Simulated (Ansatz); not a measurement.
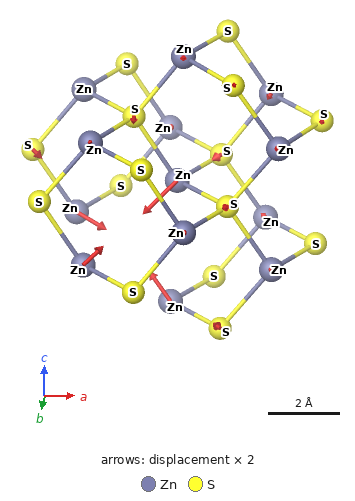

A relaxation of a defect cell of composition Zn32S31 (cell charge −1). The starting structure is drawn; red arrows show the displacements, 2 times their true length.

A ball-and-stick model of the atoms within 5.0 Å of the atom that moves most (axes of the cell of the calculation (origin shifted)), seen from a free direction.

These are results of DFT, PBEsol, PAW, plane waves (Ansatz), not measurements. Settings: plane-wave cutoff 420 eV; k-point mesh 1 × 1 × 1; mesh shifted by (0.25, 0.25, 0.25); collinear spin; atoms relaxed in a fixed cell; force threshold 0.03 eV/Å; at most 80 steps.

> Which element moves most?

Zinc: up to 0.69 Å, against 0.20 Å for sulfur.

> What did the optimiser do to the structure, and how much energy did it gain?

The atom that moves furthest is a Zn atom (0.69 Å along [−2 1 −2]). Largest moves by element: Zn 0.69 Å, S 0.20 Å. The cell doesn't change. Among the contacts that change: S–Zn 2.325 → 2.603 Å, S–Zn 2.314 → 2.517 Å, S–Zn 2.318 → 2.448 Å, S–Zn 2.353 → 2.447 Å. Bond angles that change, for instance: S–Zn–S 109.3° → 90.6°, Zn–S–Zn 110.2° → 124.9°, Zn–S–Zn 110.8° → 125.1°. The energy falls by 1.384 eV per cell of the calculation in 10 geometry steps. Largest force component: 0.66 eV/Å at the start, 0.02 eV/Å at the end. Cost: 22 s on 1 × NVIDIA GB300 Max-Q with 8 threads of Arm Neoverse-V2, peak memory 2 GiB.

Limits of the set-up: the cell is charged, on a uniform background, and energies carry no finite-size correction.
